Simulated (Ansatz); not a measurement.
# Geometry relaxation of SnO (part 2 of 2)

SnO (P4/nmm, 4 atoms in the cell); DFT PBEsol, scalar-relativistic, plane waves, PAW (Ansatz 0.2.0); cutoff 420 eV, 14×14×12 k-mesh, Gaussian smearing of 0.1 eV. The structure derives from a Materials Project entry. The run did not end well. It belongs to a series of runs on one base structure; here: biaxial strain in the a-b plane, c and atoms relaxed: +6.0 %.

Geometry of the input (Å; fractional positions):
```
4.0336  0.0000  0.0000
0.0000  4.0336  0.0000
0.0000  0.0000  4.5823
Sn 0.0000  0.5000  0.2381
Sn 0.5000  0.0000  0.7619
O  0.5000  0.5000  0.0000
O  0.0000  0.0000  0.0000
```

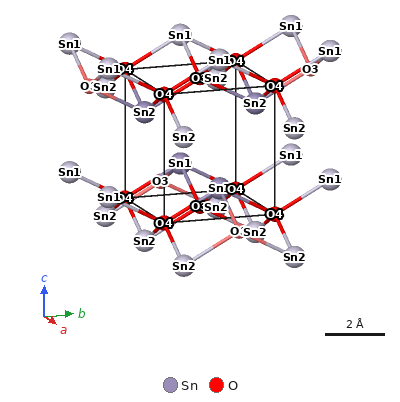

The geometry at step 3 of the log (ball-and-stick view of the cell of the calculation, seen slightly off an axis; neighbours outside the cell are drawn fainter; atoms are numbered from 1 in the order of the input).

Output, continued
```
relax step   6: F+E_penalty+E_count = -13021.18849802 eV  Δ(F+E_penalty+E_count) = +3.816e-4 eV  max|allowed force component| = 1.580e-6 eV/Å  Δτ_max = 0.0000 Å  P = -5.492 GPa  Ω = 73.587 Å³  fix = [a, b, gamma]  reactions: a -8.228, b -8.228 GPa  stress off target by 1.98e-2 GPa on what of the cell is left free  SCF on the basis re-selected at this cell (its energy is not comparable with the rows above)  (10 SCF iters)
basis re-selected at this cell: Δ(F+E_penalty+E_count) = +3.816e-4 eV, ΔP = -0.005 GPa vs the last step (what re-selecting the basis moved, of the pressure what is left beyond the Pulay correction that the steps carried, after the strain that the cell walked since its last selection, with what the two solves' SCF thresholds leave and, on support functions, any second-order correction that the steps lacked; it is no measure of the basis error at this ecutwfc). This SCF's stress stands 1.98e-2 GPa from its target on what of the cell is left free (relax.cell.stress_tol is 1.50e-2 GPa) and its largest allowed force component is 1.58e-6 eV/Å (relax.f_tol is 8.00e-3 eV/Å): not within both, so this SCF does not close the relaxation
Crystal: 4 atoms, lattice volume = 73.546 Å³
iter 1 solved again at ethr=3.85e-9 eV; its pass at ethr=3.10e-3 eV (dr2=1.54e-6 eV) is discarded
SCF iter   1: F=—  HF=-13021.188640 eV  |F-HF|=—  |Δ(HF+E_count)|=         —  Δρ=4.21e-5  dr2=1.57e-6  ethr=3.85e-9  ⟨swp⟩=3.0  Hψ=35228  notcnv=0
preconditioner: auto → Resta (q_TF=auto, 2.465 Å⁻¹)  ε∞=3.4  [insulator: Δε(μ)=0.706 eV  Ē_g=17.632 eV  σ=0.100 eV  W_gap=1.00  n_scr=18 (ndim 8)  ℏωp=27.4 eV  f_vac=0.003  D(μ)=0.00/eV (n_scr^D=0)  ε∞_Penn≈3.4]
SCF iter   2: F=—  HF=-13021.188613 eV  |F-HF|=—  |Δ(HF+E_count)|=   2.71e-5  Δρ=1.89e-5  dr2=2.95e-7  ethr=3.85e-9  ⟨swp⟩=2.2  Hψ=9907  notcnv=0
SCF iter   3: F=—  HF=-13021.188612 eV  |F-HF|=—  |Δ(HF+E_count)|=   2.95e-8  Δρ=4.32e-6  dr2=1.61e-8  ethr=7.37e-10  ⟨swp⟩=2.6  Hψ=10605  notcnv=0
iter 4 did not close the SCF: its close was put off for the readings that it lacked (scf_convergence_deferred on its scf_iter line)
SCF iter   4: F=-13021.188613 eV  HF=-13021.188613 eV  |F-HF|=1.86e-10  |Δ(HF+E_count)|=   1.70e-9  Δρ=7.34e-7  dr2=4.01e-10  ethr=4.04e-11  ⟨swp⟩=2.2  Hψ=8376  notcnv=0
iter 5 did not close the SCF: its close was put off for the readings that it lacked (scf_convergence_deferred on its scf_iter line)
SCF iter   5: F=-13021.188613 eV  HF=-13021.188613 eV  |F-HF|=1.82e-11  |Δ(HF+E_count)|=  2.22e-10  Δρ=1.66e-7  dr2=1.80e-11  ethr=1.00e-12  ⟨swp⟩=2.4  Hψ=10269  notcnv=0
SCF iter   6: F=-13021.188613 eV  HF=-13021.188613 eV  |F-HF|=3.64e-12  |Δ(HF+E_count)|=  2.18e-11  Δρ=6.89e-8  dr2=3.19e-12  ethr=1.00e-12  ⟨swp⟩=3.0  Hψ=19618  notcnv=0
SCF 7 converged in 6 iterations: F = -13021.188613 eV  dr2 = 3.19e-12
relax step   7: F+E_penalty+E_count = -13021.18861250 eV  Δ(F+E_penalty+E_count) = -1.145e-4 eV  max|allowed force component| = 1.147e-5 eV/Å  Δτ_max = 0.0005 Å  P = -5.483 GPa  Ω = 73.546 Å³  energy of the carried Pulay correction = +1.119e-4 eV  fix = [a, b, gamma]  reactions: a -8.224, b -8.224 GPa  (6 SCF iters, dr2 threshold 9.83e-10 eV, accepted)
iter 1 solved again at ethr=2.20e-7 eV; its pass at ethr=3.10e-3 eV (dr2=8.82e-5 eV) is discarded
SCF iter   1: F=—  HF=-13021.188518 eV  |F-HF|=—  |Δ(HF+E_count)|=         —  Δρ=7.37e-6  dr2=2.19e-8  ethr=2.20e-7  ⟨swp⟩=2.7  Hψ=42556  notcnv=0
eigensolver tolerance schedule: the retry pair's looser diagonalisation over-reported the residual by 4026.64 of it (diagonalisation noise at 0.40 of the residual, at the tolerance the schedule requests for it); recorded, not acted on — ethr = c·dr2/N_el stays at c = 1.0e-1
preconditioner: auto → Resta (q_TF=auto, 2.465 Å⁻¹)  ε∞=3.4  [insulator: Δε(μ)=0.707 eV  Ē_g=17.632 eV  σ=0.100 eV  W_gap=1.00  n_scr=18 (ndim 8)  ℏωp=27.4 eV  f_vac=0.003  D(μ)=0.00/eV (n_scr^D=0)  ε∞_Penn≈3.4]
SCF iter   2: F=—  HF=-13021.188491 eV  |F-HF|=—  |Δ(HF+E_count)|=   2.63e-5  Δρ=3.75e-6  dr2=8.28e-9  ethr=5.47e-11  ⟨swp⟩=3.7  Hψ=14660  notcnv=0
SCF iter   3: F=—  HF=-13021.188491 eV  |F-HF|=—  |Δ(HF+E_count)|=  6.62e-10  Δρ=2.22e-6  dr2=2.46e-9  ethr=2.07e-11  ⟨swp⟩=1.0  Hψ=6054  notcnv=0
SCF iter   4: F=—  HF=-13021.188491 eV  |F-HF|=—  |Δ(HF+E_count)|=  3.80e-10  Δρ=1.04e-6  dr2=7.53e-10  ethr=6.14e-12  ⟨swp⟩=2.0  Hψ=8411  notcnv=0
SCF iter   5: F=—  HF=-13021.188491 eV  |F-HF|=—  |Δ(HF+E_count)|=  1.35e-10  Δρ=4.31e-7  dr2=1.42e-10  ethr=1.88e-12  ⟨swp⟩=1.9  Hψ=6699  notcnv=0
SCF iter   6: F=—  HF=-13021.188491 eV  |F-HF|=—  |Δ(HF+E_count)|=  2.18e-11  Δρ=1.88e-7  dr2=2.83e-11  ethr=1.00e-12  ⟨swp⟩=1.0  Hψ=6048  notcnv=0
SCF iter   7: F=—  HF=-13021.188491 eV  |F-HF|=—  |Δ(HF+E_count)|=  1.82e-12  Δρ=6.92e-8  dr2=3.94e-12  ethr=1.00e-12  ⟨swp⟩=1.0  Hψ=6048  notcnv=0
SCF iter   8: F=-13021.188491 eV  HF=-13021.188491 eV  |F-HF|=7.28e-12  |Δ(HF+E_count)|=    0.00e0  Δρ=1.09e-8  dr2=8.88e-14  ethr=1.00e-12  ⟨swp⟩=5.8  Hψ=23285  notcnv=0
SCF 8 converged in 8 iterations: F = -13021.188491 eV  dr2 = 8.88e-14
relax step   8: F+E_penalty+E_count = -13021.18849126 eV  Δ(F+E_penalty+E_count) = +1.212e-4 eV  max|allowed force component| = 2.708e-5 eV/Å  Δτ_max = 0.0000 Å  P = -5.483 GPa  Ω = 73.546 Å³  fix = [a, b, gamma]  reactions: a -8.224, b -8.224 GPa  stress off target by 3.05e-3 GPa on what of the cell is left free  SCF on the basis re-selected at this cell (its energy is not comparable with the rows above)  (8 SCF iters)
```

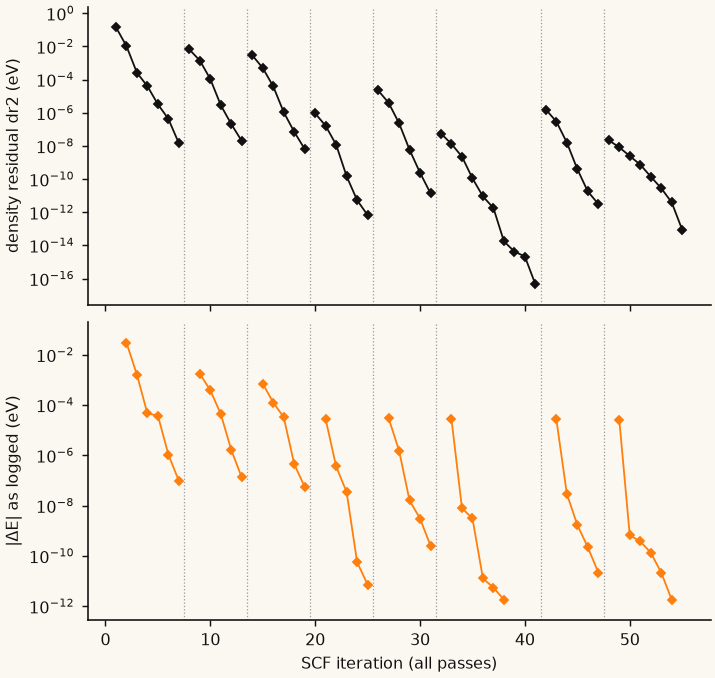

Convergence of the self-consistent field: density residual dr2 and size of the energy change against the SCF iteration. The dotted lines part the SCF passes of the relaxation: geometry steps, rejected trials and re-solves on a re-selected basis. The 8 passes take 6 to 10 iterations each, 55 in all.

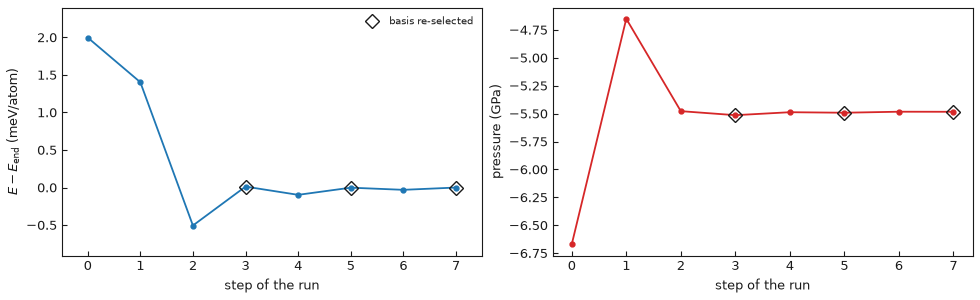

Progress of the relaxation, step by step (the first geometry is step 0 here and step 1 in the log).

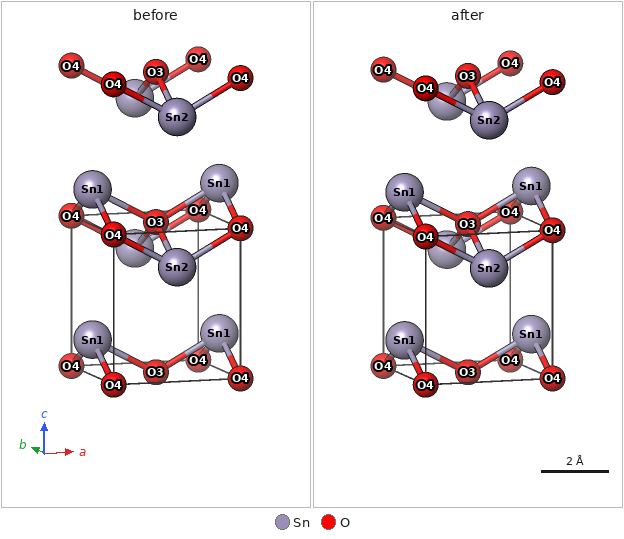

Before (left) and after (right) the relaxation, at one scale (ball-and-stick view of the cell of the calculation, repeated 1 × 1 × 2, seen slightly off an axis). The run was cut off at its time limit before the relaxation converged, so the last structure is only a point on the way. The largest moves relative to the cell, 0.010 Å, are those of Sn1 and Sn2. O stays in place. Cell: a = b stay at 4.034 Å, c 4.582 → 4.520 Å (−1.4 %). Volume −1.4 %. Among the contacts that change: Sn1–O3 2.293 → 2.281 Å. The space group stays P4/nmm (No. 129). After 4 geometry steps the energy has fallen by 2.0 meV per atom. The largest force component goes from 0.31 to under 0.0001 eV/Å. The pressure goes from −6.67 to −5.48 GPa. The basis was re-selected twice at an unchanged geometry, which shifts the energy a little without any move. The energy change given includes the shifts at the re-selections in mid-walk, which come without any move. A last SCF at the same geometry on a re-selected plane-wave basis shifts the energy by +0.0 meV per atom. (Atoms are counted from 1 in the order of the input.)

```
basis re-selected at this cell: Δ(F+E_penalty+E_count) = +1.212e-4 eV, ΔP = -0.001 GPa vs the last step (what re-selecting the basis moved, of the pressure what is left beyond the Pulay correction that the steps carried, after the strain that the cell walked since its last selection, with what the two solves' SCF thresholds leave and, on support functions, any second-order correction that the steps lacked; it is no measure of the basis error at this ecutwfc). This SCF's stress stands 3.05e-3 GPa from its target on what of the cell is left free (relax.cell.stress_tol is 1.50e-2 GPa) and its largest allowed force component is 2.71e-5 eV/Å (relax.f_tol is 8.00e-3 eV/Å): within both
SCF converged after 8 iterations
Free energy (F): -13021.188491 eV
Harris-Foulkes:  -13021.188491 eV  (|F-HF|=7.28e-12)
Internal energy: -13021.188491 eV  (E = F + TS)
E sigma→0 (E₀):  -13021.188491 eV
Fermi energy:    8.861247 eV
--- Per-component energies (eV) ---
  E_band       = -212.439671
  E_kinetic    = 718.659290
  E_local      = -2651.510648  (includes V_loc(G=0)·N_el)
  E_nonlocal   = 35.612273
  E_hartree    = 1420.757003
  E_xc         = -903.314515
  E_vxc        = -379.384001  (∫ρ·V_xc dr)
  E_paw        = -8432.755289  (= ΣΔE_a)
  E_vpaw       = -777.335317  (= ΣTr[D̂ρ^β])
  E_aug_tail   = 0.004722  (compensation charges beyond the density's cutoff)
  E_ewald      = -3209.281582
  E_core_change = 0.640255  (= ΣΔE_core)
  E_smearing   = -0.000000  (= −TS)
  E_closure    = 0.000000  (closes the sum)
  Σ components = -13021.188491   (vs F -13021.188491, Δ=0.00e0)
--- Forces (eV/Å), atoms counted from 1 ---
  atom   1  Sn     0.00000000     0.00000000     0.00002708
  atom   2  Sn    -0.00000000     0.00000000    -0.00002708
  atom   3  O     -0.00000000     0.00000000     0.00000000
  atom   4  O      0.00000000     0.00000000    -0.00000000
  max |Σ_I F_I| component: 0.00e0 eV/Å
--- Stress (GPa, compression-positive) ---
       -8.223628       0.000000      -0.000000
        0.000000      -8.223628      -0.000000
       -0.000000      -0.000000      -0.003051
  P = ⅓ Tr σ = -5.4834 GPa (-54.834 kbar)
--- Band table (eV; the first three rows and the last of 252) ---
  k-point 0: bands = ["-12.7226", "-12.3901", "-12.3901", "-12.3567", "-12.3514", "-12.3420", "-12.3226", "-12.2833", "-12.2833", "-12.2821", "-10.3646", "-8.2844", "2.3766", "2.6547", "3.0321", "3.0321", "5.7844", "5.7844", "5.9566", "8.2747", "10.6739", "13.4104", "13.4104", "13.6344"]
  k-point 1: bands = ["-12.7213", "-12.3887", "-12.3887", "-12.3561", "-12.3504", "-12.3431", "-12.3228", "-12.2851", "-12.2851", "-12.2831", "-10.3607", "-8.2845", "1.9422", "3.0437", "3.0437", "3.1411", "5.7840", "5.7840", "5.9458", "8.2838", "10.5661", "13.1886", "13.1886", "13.5392"]
  k-point 2: bands = ["-12.7177", "-12.3848", "-12.3848", "-12.3542", "-12.3475", "-12.3464", "-12.3235", "-12.2900", "-12.2900", "-12.2860", "-10.3502", "-8.2847", "1.4636", "3.0755", "3.0755", "3.7734", "5.7831", "5.7831", "5.9175", "8.2965", "10.2995", "12.7536", "12.7536", "13.2146"]
  k-point 251: bands = ["-12.5947", "-12.5947", "-12.3383", "-12.3383", "-12.3262", "-12.3262", "-12.3103", "-12.3103", "-12.2950", "-12.2950", "-9.0719", "-9.0719", "0.4643", "0.4643", "4.0021", "4.0021", "6.3492", "6.3492", "6.4612", "6.4612", "11.7682", "11.7682", "13.1712", "13.1712"]
--- Relaxed structure (5 steps of the walk, 5 accepted, 3 SCFs on fresh bases) ---
  F+E_penalty+E_count = -13021.18849126 eV   max|allowed force component| = 2.708e-5 eV/Å   (the final SCF, on the basis selected at the relaxed cell)
  cell:  # Å, volume = 73.5464 Å³
    - [4.0336116093, 0.0, 0.0]
    - [0.0, 4.0336116093, 0.0]
    - [0.0, 0.0, 4.5203638385763245]
  atoms:
    - { symbol: Sn, position: [-3.555382240314574e-37, 0.5, 0.23591431898203752] }
    - { symbol: Sn, position: [0.5, -1.86511855229617e-37, 0.7640856810179626] }
    - { symbol: O, position: [0.5, 0.5, -1.8928490457191904e-19] }
    - { symbol: O, position: [3.205672511759042e-37, -1.86511855229617e-37, -1.8928490457191914e-19] }
```

Trajectory as extended XYZ (Å, eV, eV/Å), 8 frames, from step=1 to step=8
```
4
Lattice="4.0336 0.0000 0.0000 0.0000 4.0336 0.0000 0.0000 0.0000 4.5823" Properties=species:S:1:pos:R:3:forces:R:3 step=1 energy=-13021.18050 pressure_GPa=-6.67
Sn    0.0000    2.0168    1.0911    0.0000   0.0000  -0.3067
Sn    2.0168    0.0000    3.4912    0.0000   0.0000   0.3067
O     2.0168    2.0168    0.0000    0.0000   0.0000   0.0000
O     0.0000    0.0000    0.0000    0.0000   0.0000   0.0000
4
Lattice="4.0336 0.0000 0.0000 0.0000 4.0336 0.0000 0.0000 0.0000 4.5636" Properties=species:S:1:pos:R:3:forces:R:3 step=2 energy=-13021.18288 pressure_GPa=-4.65
Sn    0.0000    2.0168    1.0481    0.0000   0.0000   0.2854
Sn    2.0168    0.0000    3.5155    0.0000   0.0000  -0.2854
O     2.0168    2.0168    0.0000    0.0000   0.0000   0.0000
O     0.0000    0.0000    0.0000    0.0000   0.0000   0.0000
4
Lattice="4.0336 0.0000 0.0000 0.0000 4.0336 0.0000 0.0000 0.0000 4.5317" Properties=species:S:1:pos:R:3:forces:R:3 step=3 energy=-13021.19051 pressure_GPa=-5.48
Sn    0.0000    2.0168    1.0668    0.0000   0.0000   0.0017
Sn    2.0168    0.0000    3.4649    0.0000   0.0000  -0.0017
O     2.0168    2.0168    0.0000    0.0000   0.0000   0.0000
O     0.0000    0.0000    0.0000    0.0000   0.0000   0.0000
4
Lattice="4.0336 0.0000 0.0000 0.0000 4.0336 0.0000 0.0000 0.0000 4.5317" Properties=species:S:1:pos:R:3:forces:R:3 step=4 energy=-13021.18844 pressure_GPa=-5.51
Sn    0.0000    2.0168    1.0668    0.0000   0.0000   0.0023
Sn    2.0168    0.0000    3.4649    0.0000   0.0000  -0.0023
O     2.0168    2.0168    0.0000    0.0000   0.0000   0.0000
O     0.0000    0.0000    0.0000    0.0000   0.0000   0.0000
4
Lattice="4.0336 0.0000 0.0000 0.0000 4.0336 0.0000 0.0000 0.0000 4.5228" Properties=species:S:1:pos:R:3:forces:R:3 step=5 energy=-13021.18888 pressure_GPa=-5.49
Sn    0.0000    2.0168    1.0665    0.0000   0.0000  -0.0001
Sn    2.0168    0.0000    3.4563    0.0000   0.0000   0.0001
O     2.0168    2.0168    0.0000    0.0000   0.0000   0.0000
O     0.0000    0.0000    0.0000    0.0000   0.0000   0.0000
4
Lattice="4.0336 0.0000 0.0000 0.0000 4.0336 0.0000 0.0000 0.0000 4.5228" Properties=species:S:1:pos:R:3:forces:R:3 step=6 energy=-13021.18850 pressure_GPa=-5.49
Sn    0.0000    2.0168    1.0665    0.0000   0.0000   0.0000
Sn    2.0168    0.0000    3.4563    0.0000   0.0000   0.0000
O     2.0168    2.0168    0.0000    0.0000   0.0000   0.0000
O     0.0000    0.0000    0.0000    0.0000   0.0000   0.0000
4
Lattice="4.0336 0.0000 0.0000 0.0000 4.0336 0.0000 0.0000 0.0000 4.5204" Properties=species:S:1:pos:R:3:forces:R:3 step=7 energy=-13021.18861 pressure_GPa=-5.48
Sn    0.0000    2.0168    1.0664    0.0000   0.0000   0.0000
Sn    2.0168    0.0000    3.4539    0.0000   0.0000   0.0000
O     2.0168    2.0168    0.0000    0.0000   0.0000   0.0000
O     0.0000    0.0000    0.0000    0.0000   0.0000   0.0000
4
Lattice="4.0336 0.0000 0.0000 0.0000 4.0336 0.0000 0.0000 0.0000 4.5204" Properties=species:S:1:pos:R:3:forces:R:3 step=8 energy=-13021.18849 pressure_GPa=-5.48
Sn    0.0000    2.0168    1.0664    0.0000   0.0000   0.0000
Sn    2.0168    0.0000    3.4539    0.0000   0.0000   0.0000
O     2.0168    2.0168    0.0000    0.0000   0.0000   0.0000
O     0.0000    0.0000    0.0000    0.0000   0.0000   0.0000
```

What the run reported

- outcome: stopped at the time limit
- space group (tolerance 0.01 Å): P4/nmm (129)
- electrons treated: 40
- free energy: −13021.1885 eV
- Fermi energy: 8.861 eV
- pressure: −5.48 GPa
- final volume: 73.55 Å³
- largest force (length of the vector) at the end: under 0.001 eV/Å
- final cell: a = 4.034 Å, b = 4.034 Å, c = 4.520 Å, α = 90.00°, β = 90.00°, γ = 90.00°
- hardware: 1 thread of Arm Neoverse V2, 240 GiB of memory available, shared host
- wall time: 3.8 min
- peak memory: 0.67 GiB

What went wrong

The run was cut off by its time limit, so the output is incomplete.
